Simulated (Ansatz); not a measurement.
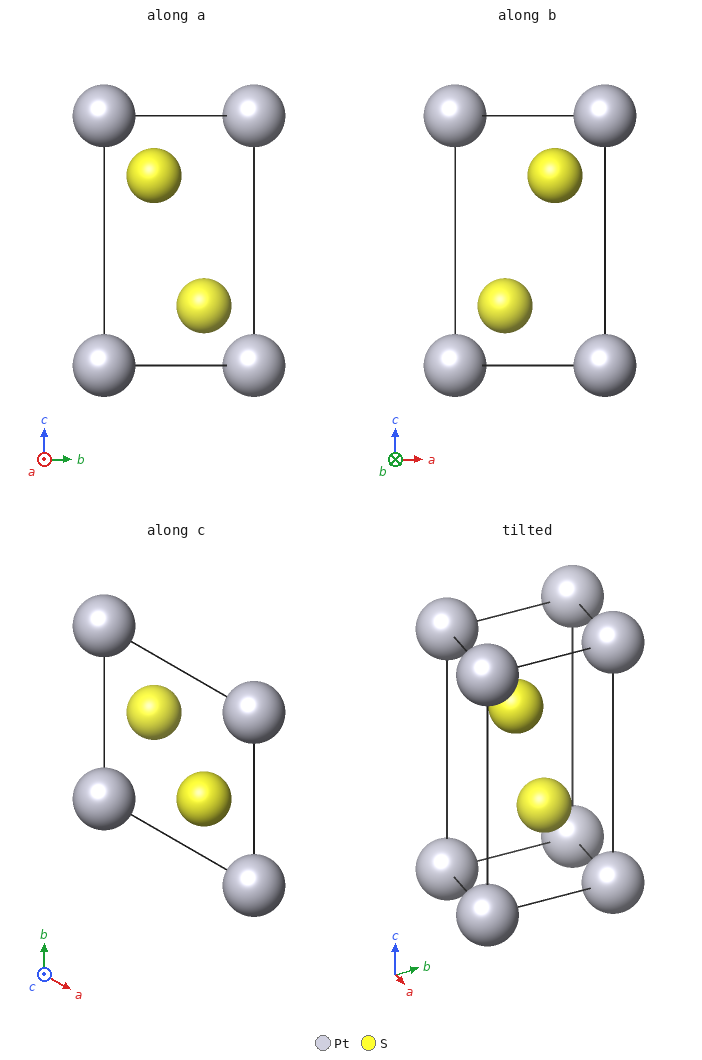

Spheres-only model, viewed along the a axis, along the b axis, along the c axis and slightly off an axis. Lines trace the edges of the conventional unit cell.

Lattice parameters: a = 3.553 Å, b = 3.553 Å, c = 5.123 Å, α = 90.00°, β = 90.00°, γ = 120.00°. Put a along x and b in the xy plane.

Q: Convert the drawing into a POSCAR file, with free fractional coordinates to two decimals.

A:
```
Pt S
1.0
     3.553    0.000    0.000
    -1.776    3.077    0.000
     0.000    0.000    5.123
Pt S
1 2
Direct
  0.00 0.00 0.00
  0.3333 0.6667 0.24
  0.6667 0.3333 0.76
```

Source of the structure: a structure type filled with these elements by a generator (whether the compound takes this form wasn't checked). Earlier steps of the study, as a rule a relaxation of our own, may have changed the cell and positions, so they can lie some per cent off the listed ones. It went into a calculation with Ansatz.
